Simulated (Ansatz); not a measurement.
# MgO (interface cell): what the fields show

```xyz
42
Lattice="3.0078 0.0000 0.0000 -1.5039 4.9879 0.0000 0.0000 0.0000 29.2314" Properties=species:S:1:pos:R:3 pbc="T T T"
Mg    1.5039    3.3143   28.4699
Mg    0.0000    1.8001    4.0927
Mg    0.0000    3.6257    7.8776
O     0.0000    0.9289    2.1701
O     0.0000    2.7263    5.9644
O     0.0000    4.5164    9.8048
Mg    0.0000    4.5484    2.6294
Mg    0.0000    0.8809    9.1959
Mg    0.0000    2.7830   12.8411
O     0.0000    3.4009    0.6574
O     1.5039    4.9843    7.2503
O     0.0000    1.7741   11.1173
Mg    1.5039    1.3548    6.6233
Mg    1.5039    3.1806   10.4078
O     1.5039    0.4644    4.6957
O     1.5039    2.2542    8.5367
O     1.5039    4.0524   12.3298
Mg    1.5039    2.1984    1.6598
Mg    1.5039    4.0997    5.3046
Mg    1.5039    0.4322   11.8706
O     1.5039    3.2066    3.3835
O     1.5039    1.5836   13.8466
O     1.5039    1.7750   25.0206
O     1.5039    3.6406   21.2463
Mg    1.5039    0.9059   26.9210
Mg    1.5039    2.7135   23.1559
Mg    1.5039    4.5512   19.3155
O     1.5039    4.4790   26.5003
O     1.5039    0.9217   19.9066
O     1.5039    2.8659   16.2196
Mg    1.5039    0.0039   21.8654
Mg    1.5039    1.8492   17.9674
O     0.0000    1.3553   22.4851
O     0.0000    3.2202   18.7107
Mg    0.0000    0.4441   24.4152
Mg    0.0000    2.2822   20.5754
Mg    0.0000    4.0883   16.8092
O     0.0000    2.1281   27.5123
O     0.0000    4.0739   23.8251
O     0.0000    0.5155   17.2313
Mg    0.0000    3.1460   25.7643
Mg    0.0000    1.6765   15.2646
```

Computed with Ansatz, DFT PBE, scalar-relativistic, plane waves, PAW.

The density is the valence pseudo-density of a PAW calculation; it isn't the true density close to the nuclei.

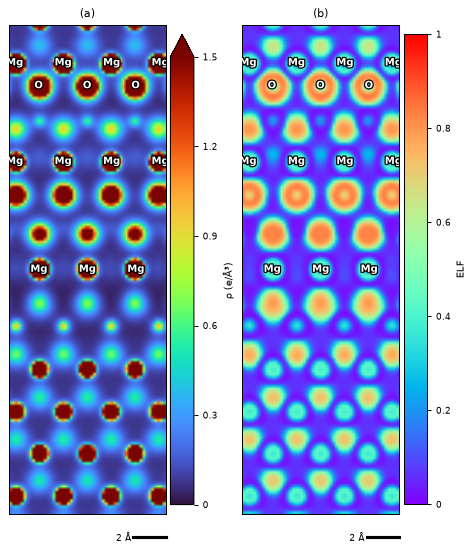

Figure 1. (a) valence electron density; (b) ELF on the (011̄) plane of the calculation cell.

Question: What do the fields say about this system?

Answer: The plane passes through Mg and O nuclei.
Atoms just off the plane (Mg, 0.3 Å away and O, 0.3 Å away) can leave unmarked features too.
Mg–O (2.07 Å): the density is about 0.38 e/Å³ at the midpoint; the ELF peaks at about 0.85 in the valence shell of O, 0.6 Å from its nucleus, and is about 0.35 at the midpoint: an ionic contact with no shared pair.
Between the atoms the lowest density in this plane is 0.04 e/Å³.

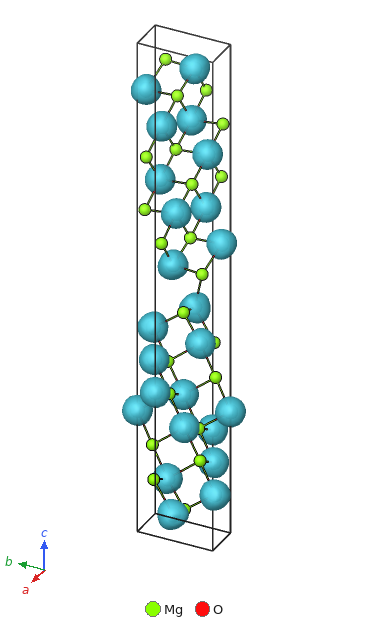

Figure 2. Isosurface of the ELF at 0.75 (cyan), seen at an oblique angle. Core shells and regions of very low density are left out. Sticks mark near contacts.

Question: Describe the localisation domains.

Answer: At this value the surface marks out 21 regions wrapped around O (the valence shell of each), counted in one cell of 42 atoms. Regions shared between cells count once.


Mg–O (2.00 Å): the ELF peaks at about 0.85 in the valence shell of O, 0.7 Å from its nucleus, and is about 0.35 at the midpoint (a closed-shell, largely ionic contact).

Question: Does the calculation make it a metal, or give it a gap?

Answer: It is gapped, with a Kohn–Sham gap of 2.2 eV on the k-point mesh, an upper bound to the gap of this method.
